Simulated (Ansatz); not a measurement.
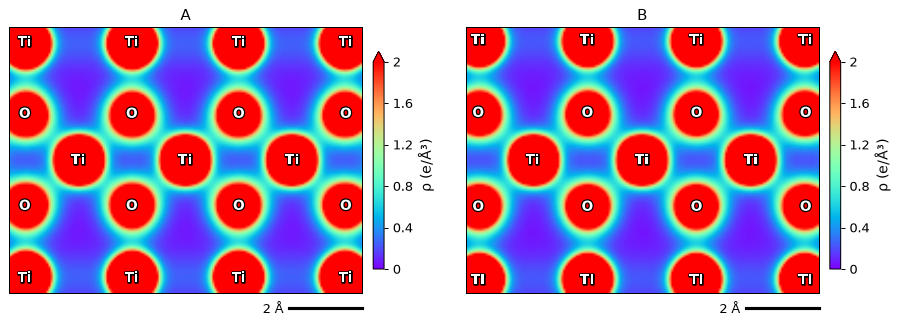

TiO$_{2}$. The valence pseudo-density of two cells that differ in size, on the (110) plane of each (indices in the axes of the calculation cell), at one length scale and on one colour scale; one has 10.2 and the other 10.9 Å³ an atom.

Level of theory: Kohn-Sham DFT of a periodic cell, BLYP, Ansatz PAW (Ansatz 0.2.0).

In a PAW calculation such maps are meaningful between the atoms, not at the nuclei.

Question: Which is the denser cell? Describe the effect of the change.

Answer: Panel A is the smaller cell, by 6 % in volume. From the larger cell to the smaller, Ti–O goes from 1.98 to 1.94 Å, and the density at its midpoint from 0.68 to 0.74 e/Å³; the pressure goes from 0.6 to 15 GPa; the Kohn–Sham gap goes from 1.8 eV to 1.9 eV.
